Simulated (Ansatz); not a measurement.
**Single-point calculation of EuO (part 1 of 2)**

System: EuO (Fm-3m, 4 atoms in the cell).
Method: DFT r2SCAN, scalar-relativistic, plane waves, PAW, spin-polarised (Ansatz 0.2.0).

The structure was built on a prototype by a generator; it need not be a known phase. It belongs to a series of runs on one base structure; here: random orbitals: random, high filling. Figures and captions count atoms from 1; the log counts them from 0 in places.

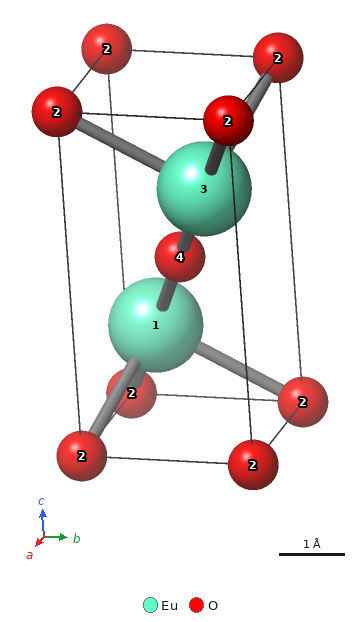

*The input geometry (ball-and-stick view of the reduced cell, seen slightly off an axis; atoms are numbered from 1 in the order of the input).*

Near neighbours in the crystal (not all of them lie inside the picture): Eu has 6 O at 2.57 Å; O has 6 Eu at 2.57 Å.

**The input**
```yaml
crystal:
  lattice:
    - [0.0, 2.57195197, 2.57195197]
    - [2.57195197, 0.0, 2.57195197]
    - [5.14390394, 5.14390394, 0.0]
  atoms:
    - { symbol: Eu, position: [0.5, 0.5, 0.25], spin: 7.0 }
    - { symbol: O, position: [0.0, 0.0, 0.0] }
    - { symbol: Eu, position: [0.5, 0.5, 0.75], spin: -7.0 }
    - { symbol: O, position: [0.0, 0.0, 0.5] }
basis:
  ecutwfc: 500
  ecutrho_ratio: 4
kpoints:
  mp_grid: { grid: [6, 6, 6] }
hamiltonian:
  xc: r2scan
  hubbard:
    sites:
      - { site: 0, l: f, u_eff: 0.0, starting_ns: [{ spin: up, occupation_matrix: s0up }, { spin: down, occupation_matrix: s0down }] }
      - { site: 2, l: f, u_eff: 0.0, starting_ns: [{ spin: up, occupation_matrix: s2up }, { spin: down, occupation_matrix: s2down }] }
    occupation_matrices:
      s0up:
        matrix:
          - [0.97, 0.0, 0.0, 0.0, 0.0, 0.0, 0.0]
          - [0.0, 0.97, 0.0, 0.0, 0.0, 0.0, 0.0]
          - [0.0, 0.0, 0.97, 0.0, 0.0, 0.0, 0.0]
          - [0.0, 0.0, 0.0, 0.97, 0.0, 0.0, 0.0]
          - [0.0, 0.0, 0.0, 0.0, 0.97, 0.0, 0.0]
          - [0.0, 0.0, 0.0, 0.0, 0.0, 0.97, 0.0]
          - [0.0, 0.0, 0.0, 0.0, 0.0, 0.0, 0.97]
      s0down:
        matrix:
          - [0.02, 0.0, 0.0, 0.0, 0.0, 0.0, 0.0]
          - [0.0, 0.02, 0.0, 0.0, 0.0, 0.0, 0.0]
          - [0.0, 0.0, 0.02, 0.0, 0.0, 0.0, 0.0]
          - [0.0, 0.0, 0.0, 0.02, 0.0, 0.0, 0.0]
          - [0.0, 0.0, 0.0, 0.0, 0.02, 0.0, 0.0]
          - [0.0, 0.0, 0.0, 0.0, 0.0, 0.02, 0.0]
          - [0.0, 0.0, 0.0, 0.0, 0.0, 0.0, 0.02]
      s2up:
        matrix:
          - [0.02, 0.0, 0.0, 0.0, 0.0, 0.0, 0.0]
          - [0.0, 0.02, 0.0, 0.0, 0.0, 0.0, 0.0]
          - [0.0, 0.0, 0.02, 0.0, 0.0, 0.0, 0.0]
          - [0.0, 0.0, 0.0, 0.02, 0.0, 0.0, 0.0]
          - [0.0, 0.0, 0.0, 0.0, 0.02, 0.0, 0.0]
          - [0.0, 0.0, 0.0, 0.0, 0.0, 0.02, 0.0]
          - [0.0, 0.0, 0.0, 0.0, 0.0, 0.0, 0.02]
      s2down:
        matrix:
          - [0.97, 0.0, 0.0, 0.0, 0.0, 0.0, 0.0]
          - [0.0, 0.97, 0.0, 0.0, 0.0, 0.0, 0.0]
          - [0.0, 0.0, 0.97, 0.0, 0.0, 0.0, 0.0]
          - [0.0, 0.0, 0.0, 0.97, 0.0, 0.0, 0.0]
          - [0.0, 0.0, 0.0, 0.0, 0.97, 0.0, 0.0]
          - [0.0, 0.0, 0.0, 0.0, 0.0, 0.97, 0.0]
          - [0.0, 0.0, 0.0, 0.0, 0.0, 0.0, 0.97]
    ns_hold: { iters: 5 }
scf:
  occupations: { method: gaussian, width: 0.05 }
  lower_state_search: "off"
  max_iter: 150
output:
  forces: true
  stress: true
  eigenvalues: true
  populations: true
  hubbard: { sites: [{ site: 0, l: f }, { site: 2, l: f }] }
  write_density: true
  write_potential: true
  elf: true
  volumetric_format: npy
magnetization:
  spin_polarized: true
```

Run on 4 threads of Arm Neoverse V2, 24 GiB of memory available, shared host.

Launched with:
```bash
ansatz run input.yaml --threads 4 --pin off --max-ram 6144MiB --backend cpu --events-out ev --progress --plain --runs-dir out
```

**Log**
```
Eu: projections on atomic orbitals take those of the free atom [Kr 4d10] 4f7 5s2 5p6 5d0 6s2, of charge +0.00 (hamiltonian.pseudopotentials.projection_atoms); the dataset's partial waves leave at most 1.0e-3 of an orbital's norm unspanned inside its sphere
O: projections on atomic orbitals take those of the free atom [He] 2s2 2p4, of charge +0.00 (hamiltonian.pseudopotentials.projection_atoms); the dataset's partial waves leave at most 1.9e-8 of an orbital's norm unspanned inside its sphere
Engine: ansatz 0.2.0, aarch64-unknown-linux-gnu
Pseudopotentials: kind: paw
Pseudopotential: Eu, paw, valence charge 17, recommended cutoff 500 eV (meta_gga), Eu.paw.azcp
Pseudopotential: O, paw, valence charge 6, recommended cutoff 500 eV (meta_gga), O.paw.azcp
Functional definition: r2SCAN
  parameter k0 = 0.174
  parameter k1 = 0.065
  parameter a1 = 4.9479
  exchange = r2scan_x(k0 = k0, k1 = k1, a1 = a1)
  correlation = r2scan_c
Crystal: 4 atoms, lattice volume = 68.053 Å³
Basis set: ecut = 500 eV, 1731 PW (Γ), exchange–correlation on 108×108×216 points (64 copies of the dense FFT grid, shifted against one another)
Bands: 36, of which v1, the nominal top of the filled ones, is band 23 counted from 1 (22 counted from 0)
Symmetry: 12 space group operations
Space group: R-3m (ITA 166), of the structure as read, at distance tolerance 4.1e-5 Å
Magnetic group: BNS 166.102 (UNI 1332), of the structure as read, at distance tolerance 4.1e-5 Å
k-points: 32 of 216
Non-local potential: Eu, projectors of the file, l = 0: 3, l = 1: 2, l = 2: 2, l = 3: 3
Non-local potential: O, projectors of the file, l = 0: 2, l = 1: 2, l = 2: 1
PAW form: soft (Blöchl's): semilocal exchange-correlation on the pseudo side does not see the compensation charge
PAW frozen core: Eu, regenerated for the run's functional (the file was generated under x = pbe(κ = 0.804, μ = 0.2195149727645171), c = pbe(β = 0.06672455060314922))
PAW frozen core: O, regenerated for the run's functional (the file was generated under x = pbe(κ = 0.804, μ = 0.2195149727645171), c = pbe(β = 0.06672455060314922))
PAW one-centre angular grid: Eu, 2702 points (default); XC on 160 Gauss nodes
PAW one-centre angular grid: O, 302 points (default); XC on 160 Gauss nodes
Initial density: superposition of atomic densities (chi_scale 0.1, normalization cell)
Starting moments: Σ|m| = 14 μB on 2 of 4 sites
Starting magnetic order: antiferromagnet; a translation exchanges its spin sublattices: spin-degenerate at every k-point
Initial wavefunctions: pseudopotential atomic-orbital guess
Functional: x = r2scan, c = r2scan; τ floored in thin density (d = 2e-4 eV/Å³)
SCF iter   1: F=—  HF=-18697.609828 eV  |F-HF|=—  |Δ(HF+E_count)|=         —  Δρ=3.16e-1 (↑3.16e-1 ↓3.16e-1)  dr2=1.43e1  dr2_τ=8.39e-1  dr2_m=5.91e1  M=0.000 μB ∫|m|=14.247 μB  β_m=1.00  ethr=3.10e-3  ⟨swp⟩=5.7  Hψ=4320  notcnv=0  defer=66
preconditioner: auto → Resta (q_TF=auto, 2.556 Å⁻¹)  ε∞=3.6  [insulator: Δε(μ)=5.101 eV  Ē_g=18.128 eV  σ=0.050 eV  W_gap=1.00  n_scr=22 (ndim 8)  ℏωp=29.2 eV  f_vac=0.000  D(μ)=0.00/eV (n_scr^D=0)  ε∞_Penn≈3.6]
spin=Collinear: Resta preconditioning applied to the charge; magnetization (m = ρ↑ − ρ↓) channel mixes plain (no charge-response kernel on spin).
SCF iter   2: F=—  HF=-18679.528942 eV  |F-HF|=—  |Δ(HF+E_count)|=    1.81e1  Δρ=5.77e-2 (↑5.77e-2 ↓5.77e-2)  dr2=3.26e0  dr2_τ=1.57e-1  dr2_m=1.38e0  M=0.000 μB ∫|m|=14.259 μB  β_m=1.00  ethr=3.10e-3  ⟨swp⟩=3.4  Hψ=3266  notcnv=0  defer=218  κ⁻¹=1.0e0(r=1)
SCF iter   3: F=—  HF=-18686.130267 eV  |F-HF|=—  |Δ(HF+E_count)|=    6.60e0  Δρ=2.02e-2 (↑2.02e-2 ↓2.02e-2)  dr2=5.66e-1  dr2_τ=2.53e-2  dr2_m=4.06e-2  M=0.000 μB ∫|m|=14.282 μB  β_m=1.00  ethr=3.10e-3  ⟨swp⟩=2.8  Hψ=1810  notcnv=0  defer=218  κ⁻¹=8.7e-3(r=2)
SCF iter   4: F=—  HF=-18693.789390 eV  |F-HF|=—  |Δ(HF+E_count)|=    7.66e0  Δρ=6.87e-3 (↑6.87e-3 ↓6.87e-3)  dr2=9.39e-2  dr2_τ=7.40e-3  dr2_m=1.16e-2  M=0.000 μB ∫|m|=14.258 μB  β_m=0.30  ethr=1.23e-3  ⟨swp⟩=2.8  Hψ=2401  notcnv=0  defer=214  κ⁻¹=5.5e-3(r=3)
SCF iter   5: F=—  HF=-18698.689405 eV  |F-HF|=—  |Δ(HF+E_count)|=    4.90e0  Δρ=7.82e-3 (↑7.82e-3 ↓7.82e-3)  dr2=1.16e-2  dr2_τ=5.76e-3  dr2_m=3.26e-2  M=0.000 μB ∫|m|=14.242 μB  β_m=0.30  ethr=2.04e-4  ⟨swp⟩=3.0  Hψ=2105  notcnv=0  defer=214
Mixer restart at iter 5: flushing history
spin-set hold released at iteration 5 (site moments contracting): the magnetisation degrees of freedom join the quasi-Newton model from the next iteration; the mixer history was flushed
SCF iter   6: F=—  HF=-18700.684622 eV  |F-HF|=—  |Δ(HF+E_count)|=    2.00e0  Δρ=7.75e-3 (↑7.75e-3 ↓7.75e-3)  dr2=9.25e-3  dr2_τ=3.52e-3  dr2_m=3.42e-2  M=0.000 μB ∫|m|=14.231 μB  β_m=0.30  ethr=2.52e-5  ⟨swp⟩=2.9  Hψ=1969  notcnv=0  defer=214  κ⁻¹=1.0e0(r=1)
Mixer restart at iter 6: flushing history
SCF iter   7: F=-18701.379934 eV  HF=-18703.473708 eV  |F-HF|=2.09e0  |Δ(HF+E_count)|=         —  Δρ=6.21e-2 (↑6.21e-2 ↓6.21e-2)  dr2=3.41e0  dr2_τ=4.68e-3  dr2_m=1.39e0  M=0.000 μB ∫|m|=13.372 μB  β_m=0.30  ethr=2.01e-5  ⟨swp⟩=7.0  Hψ=3855  notcnv=0  defer=244
SCF iter   8: F=-18703.758367 eV  HF=-18703.863001 eV  |F-HF|=1.05e-1  |Δ(HF+E_count)|=   3.89e-1  Δρ=1.49e-2 (↑1.49e-2 ↓1.49e-2)  dr2=3.94e-1  dr2_τ=1.24e-2  dr2_m=2.78e-2  M=0.000 μB ∫|m|=14.031 μB  β_m=0.30  ethr=2.01e-5  ⟨swp⟩=4.5  Hψ=3324  notcnv=0  defer=240  κ⁻¹=1.0e0(r=1)
SCF iter   9: F=-18704.331005 eV  HF=-18703.977879 eV  |F-HF|=3.53e-1  |Δ(HF+E_count)|=   1.15e-1  Δρ=8.84e-3 (↑8.84e-3 ↓8.84e-3)  dr2=1.29e-2  dr2_τ=1.23e-3  dr2_m=4.32e-2  M=0.000 μB ∫|m|=13.854 μB  β_m=0.30  ethr=2.01e-5  ⟨swp⟩=3.2  Hψ=2799  notcnv=0  defer=250  κ⁻¹=1.4e-3(r=2)
SCF iter  10: F=-18704.332565 eV  HF=-18704.284204 eV  |F-HF|=4.84e-2  |Δ(HF+E_count)|=   3.06e-1  Δρ=9.34e-3 (↑9.34e-3 ↓9.34e-3)  dr2=4.18e-2  dr2_τ=5.33e-4  dr2_m=4.19e-2  M=0.000 μB ∫|m|=13.805 μB  β_m=0.30  ethr=2.01e-5  ⟨swp⟩=3.1  Hψ=2074  notcnv=0  defer=250  κ⁻¹=3.9e-4(r=3)
SCF iter  11: F=-18704.370594 eV  HF=-18704.370449 eV  |F-HF|=1.45e-4  |Δ(HF+E_count)|=   8.62e-2  Δρ=2.55e-3 (↑2.55e-3 ↓2.55e-3)  dr2=1.34e-3  dr2_τ=1.13e-4  dr2_m=3.76e-3  M=0.000 μB ∫|m|=13.832 μB  β_m=0.30  ethr=2.01e-5  ⟨swp⟩=2.6  Hψ=1966  notcnv=0  defer=250  κ⁻¹=1.3e-4(r=4)
SCF iter  12: F=-18704.369570 eV  HF=-18704.359414 eV  |F-HF|=1.02e-2  |Δ(HF+E_count)|=   1.10e-2  Δρ=2.06e-3 (↑2.06e-3 ↓2.06e-3)  dr2=3.80e-3  dr2_τ=1.19e-5  dr2_m=1.38e-3  M=0.000 μB ∫|m|=13.848 μB  β_m=0.30  ethr=2.92e-6  ⟨swp⟩=2.6  Hψ=2066  notcnv=0  defer=250  κ⁻¹=6.5e-6(r=5)
SCF iter  13: F=-18704.372140 eV  HF=-18704.370254 eV  |F-HF|=1.89e-3  |Δ(HF+E_count)|=   1.08e-2  Δρ=5.64e-4 (↑5.64e-4 ↓5.64e-4)  dr2=2.43e-4  dr2_τ=1.90e-6  dr2_m=1.14e-4  M=0.000 μB ∫|m|=13.842 μB  β_m=0.30  ethr=2.92e-6  ⟨swp⟩=2.0  Hψ=2181  notcnv=0  defer=252  κ⁻¹=2.0e-6(r=6)
SCF iter  14: F=-18704.372344 eV  HF=-18704.372340 eV  |F-HF|=3.92e-6  |Δ(HF+E_count)|=   2.09e-3  Δρ=9.71e-5 (↑9.71e-5 ↓9.71e-5)  dr2=9.60e-6  dr2_τ=1.78e-7  dr2_m=3.45e-6  M=0.000 μB ∫|m|=13.842 μB  β_m=0.30  ethr=5.28e-7  ⟨swp⟩=2.0  Hψ=1539  notcnv=0  defer=252  κ⁻¹=6.8e-8(r=7)
SCF iter  15: F=-18704.372348 eV  HF=-18704.372348 eV  |F-HF|=3.61e-7  |Δ(HF+E_count)|=   8.32e-6  Δρ=4.51e-5 (↑4.51e-5 ↓4.51e-5)  dr2=2.05e-6  dr2_τ=4.61e-8  dr2_m=7.26e-7  M=0.000 μB ∫|m|=13.842 μB  β_m=0.30  ethr=2.09e-8  ⟨swp⟩=2.4  Hψ=1509  notcnv=0  defer=252  κ⁻¹=3.3e-8(r=8)
SCF iter  16: F=-18704.372350 eV  HF=-18704.372350 eV  |F-HF|=1.63e-7  |Δ(HF+E_count)|=   1.86e-6  Δρ=2.78e-5 (↑2.78e-5 ↓2.78e-5)  dr2=9.01e-7  dr2_τ=3.99e-9  dr2_m=2.09e-7  M=0.000 μB ∫|m|=13.842 μB  β_m=0.30  ethr=4.46e-9  ⟨swp⟩=2.0  Hψ=1634  notcnv=0  defer=252  κ⁻¹=3.9e-8(r=8)
SCF iter  17: F=-18704.372350 eV  HF=-18704.372350 eV  |F-HF|=6.13e-8  |Δ(HF+E_count)|=   6.36e-8  Δρ=2.06e-5 (↑2.06e-5 ↓2.06e-5)  dr2=5.67e-7  dr2_τ=8.71e-10  dr2_m=1.10e-7  M=0.000 μB ∫|m|=13.842 μB  β_m=0.30  ethr=1.96e-9  ⟨swp⟩=1.0  Hψ=896  notcnv=0  defer=252  κ⁻¹=7.7e-8(r=8)
SCF iter  18: F=-18704.372350 eV  HF=-18704.372350 eV  |F-HF|=9.74e-8  |Δ(HF+E_count)|=   1.53e-7  Δρ=1.36e-5 (↑1.36e-5 ↓1.36e-5)  dr2=2.31e-7  dr2_τ=5.47e-10  dr2_m=5.52e-8  M=0.000 μB ∫|m|=13.842 μB  β_m=0.30  ethr=1.23e-9  ⟨swp⟩=2.0  Hψ=1177  notcnv=0  defer=252  κ⁻¹=2.0e-8(r=8)
SCF iter  19: F=-18704.372350 eV  HF=-18704.372350 eV  |F-HF|=5.59e-8  |Δ(HF+E_count)|=   7.38e-8  Δρ=1.44e-6 (↑1.44e-6 ↓1.44e-6)  dr2=4.08e-9  dr2_τ=1.58e-10  dr2_m=1.74e-10  M=0.000 μB ∫|m|=13.842 μB  ethr=2.17e-10  ⟨swp⟩=17.8  Hψ=9223  notcnv=0
SCF 1 converged in 19 iterations: F = -18704.372350 eV  dr2 = 4.08e-9
  greatest PAW one-centre occupation: 0.997 electrons in one spin orbital (limit 2), on the Eu atom at site 2 (counted from 0), in its partial waves of l = 0
```

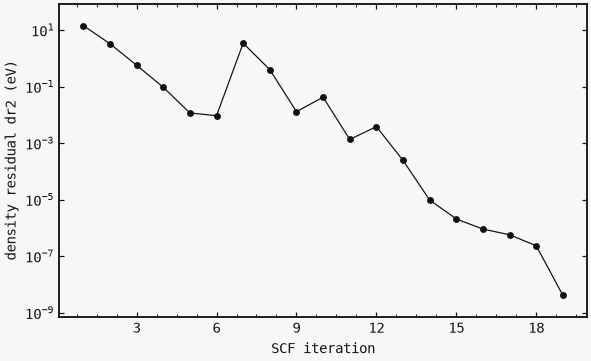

*Convergence of the self-consistent field: density residual dr2 against the SCF iteration.*

The residual falls unevenly and jumps up by a factor of two or more 3 times on the way down.
